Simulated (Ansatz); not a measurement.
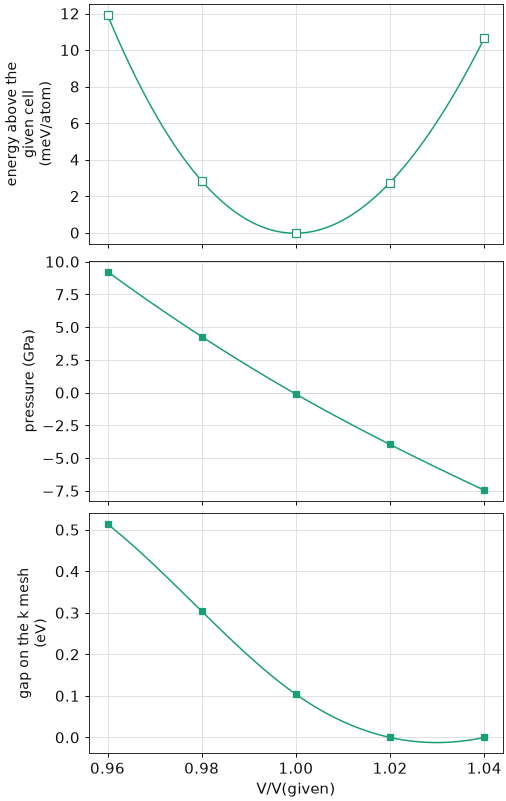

**Figure.** Energy above the given cell, pressure and gap on the k mesh against V/V(given) for SnO₂, space group Fm-3m (No. 225) (cell built by us, not taken from a database).

V(given) is 10.96 Å³/atom.

A third-order Birch–Murnaghan fit gives V0 = 10.96 Å³/atom, B0 = 206 GPa and B′ = 3.9. The energy above the given cell is 11.94 meV/atom at V/V(given) 0.96 and 10.65 meV/atom at 1.04; the lowest computed point is at V/V(given) 1.00 (0.00 meV/atom), and no other minimum shows among the points. The pressure falls from 9.2 GPa at V/V(given) 0.96 to −7.4 GPa at 1.04, and changes sign near 1.00. The gap on the k mesh is zero at V/V(given) 1.02 and 1.04 and open elsewhere, at most 0.514 eV at 0.96.

How it was computed, with Ansatz 0.2.0: plane-wave density functional theory, PAW datasets, Gaussian smearing 0.05 eV: equation of state, the given cell scaled in volume with shape and atoms relaxed at each volume; third-order Birch-Murnaghan fit. Level: PBEsol, no spin polarisation.

PAW set soft_2; wave cutoff 420 eV; k mesh 10×10×10.

Cell as given: a = 3.596 Å, b = 3.596 Å, c = 3.596 Å, α = 60.00°, β = 60.00°, γ = 60.00°; 3 atoms.
